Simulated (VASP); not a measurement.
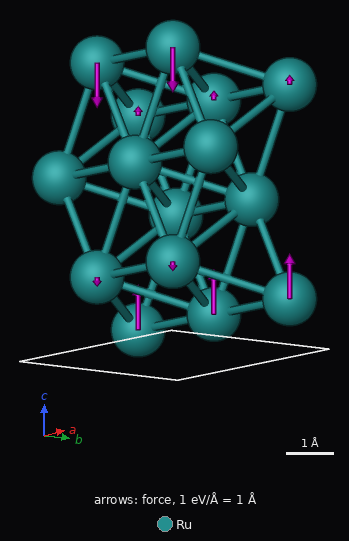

Starting geometry of a slab of composition Ru with the computed forces as purple arrows. Style: ball-and-stick. Shown: the 2 × 1 repeat of the cell, outlined in the plane, without the vacuum, from a free direction.

The run lets the atoms move in a fixed cell.

Computed with Kohn-Sham DFT of a periodic cell, PBE, VASP PAW PBE potentials, recommended (VASP).

Input file:
```
SYSTEM = Ru
  PREC = Accurate
  ENCUT = 520
  EDIFF = 1E-6
  ISMEAR = 1
  SIGMA = 0.1
  LREAL = .False.
  LASPH = .True.
  NELM = 80
  ALGO = Normal
  ISIF = 2
  LWAVE = .False.
  LCHARG = .False.
  LDIPOL = .True.
  IDIPOL = 3
  DIPOL = 0.5 0.5 0.500
  GGA = PE
  IBRION = 2
  NSW = 80
  EDIFFG = -0.02
  KPAR = 4
```

Command:
```bash
cat potpaw_PBE.64/Ru_pv/POTCAR > POTCAR
mpirun -np 4 vasp_std > vasp.out
```

### Is this structure relaxed? If not, where do the atoms go?

It isn't relaxed: the largest force vector, on Ru atoms, is 1.01 eV/Å. The atoms end up moving mostly along the starting forces (cosine between the two patterns 0.98). After 7 geometry steps the energy has fallen by 0.138 eV per cell of the calculation. Largest force component: 1 eV/Å at the start, 0.0065 eV/Å at the end. The largest moves relative to the layer's centre, 0.14 Å, are those of Ru atoms. The lattice vectors keep their values. Near-neighbour distances that change, for instance: Ru–Ru 2.718 → 2.619 Å, Ru–Ru 2.662 → 2.622 Å, Ru–Ru 2.662 → 2.681 Å, Ru–Ru 2.662 → 2.650 Å.
